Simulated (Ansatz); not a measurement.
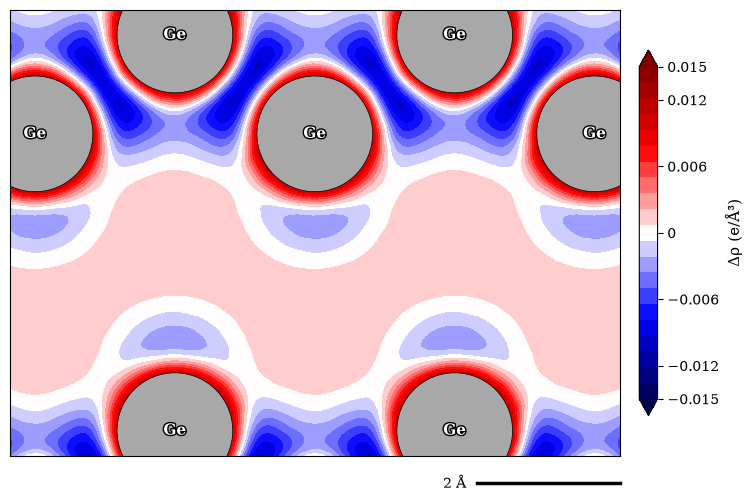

Ge. Difference of the valence pseudo-densities of two functionals at the same geometry, on the (011̄) plane of the calculation cell: one of LDA and RPBE less the other.

Both computed with Ansatz (plane waves, PAW), on the same k-point mesh. Grey discs cover the atomic cores.

```
CELL_PARAMETERS angstrom
0.00000 2.77116 2.77116
2.77116 0.00000 2.77116
2.77116 2.77116 0.00000
ATOMIC_POSITIONS crystal
Ge 0.75000 0.75000 0.75000
Ge 0.50000 0.50000 0.50000
```

Q: Which was subtracted from which, and what does the map show?

A: It is LDA less RPBE. Against RPBE, LDA gives a change of −0.009 e/Å³ at the midpoint of Ge–Ge.
